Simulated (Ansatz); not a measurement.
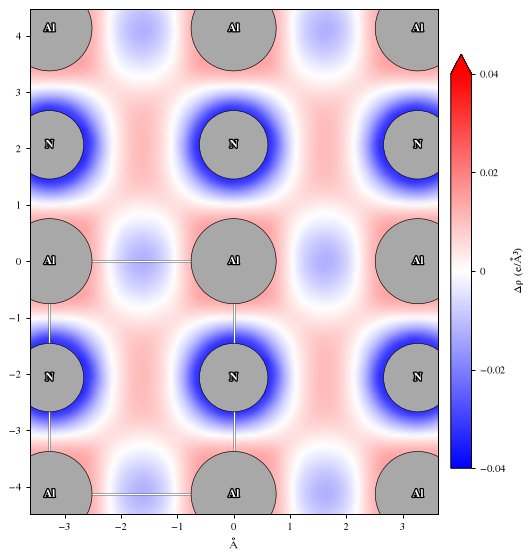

AlN. Difference of the valence pseudo-densities of two functionals at the same geometry, on the (010) plane of the calculation cell: LDA less r2SCAN.

Both computed with Ansatz (plane waves, PAW), on the same k-point mesh. Grey discs cover the atomic cores.

```yaml
crystal:
  lattice:
    - [3.26735, 0.00000, 0.00000]
    - [-1.63368, 2.82961, 0.00000]
    - [0.00000, 0.00000, 4.13097]
  atoms:
    - { symbol: Al, position: [0.66667, 0.33333, 0.25000] }
    - { symbol: Al, position: [0.33333, 0.66667, 0.75000] }
    - { symbol: N, position: [0.66667, 0.33333, 0.75000] }
    - { symbol: N, position: [0.33333, 0.66667, 0.25000] }
```

### What does the difference map show?

Against r2SCAN, LDA gives more density around Al (+0.007 e/Å³ on average at 1.0 Å from the nucleus) and less density around N (−0.025 e/Å³ on average at 0.8 Å from the nucleus).
